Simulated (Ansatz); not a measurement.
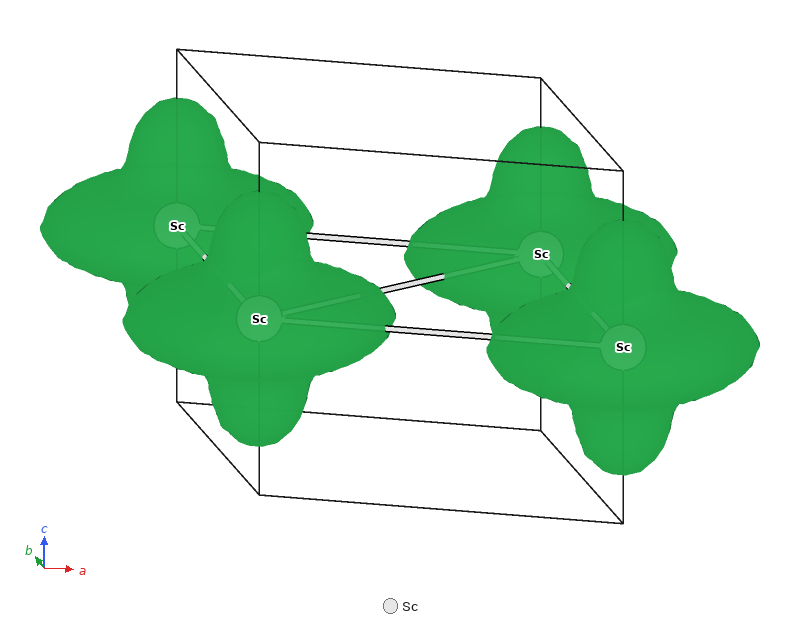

*Sc. Isosurface of the magnetisation density (up minus down) at +0.05 e/Å³ (green), seen slightly off an axis. Sticks mark near contacts.*

Space group P6/mmm; a structure generated by program, which may or may not match a known phase; spin-polarised.

Level of theory: Ansatz, DFT PBE, scalar-relativistic, plane waves, PAW.

The density is the valence pseudo-density of a PAW calculation; it isn't the true density close to the nuclei.

> Which atoms carry the moments, and with what signs?

The spin density sits on Sc: +0.5 μB in one cell of 1 atoms: parallel main moments, as they must be, since the calculation's own cell holds one magnetic site. The cell of the calculation (1 atoms) carries 0.8 μB of net spin moment.
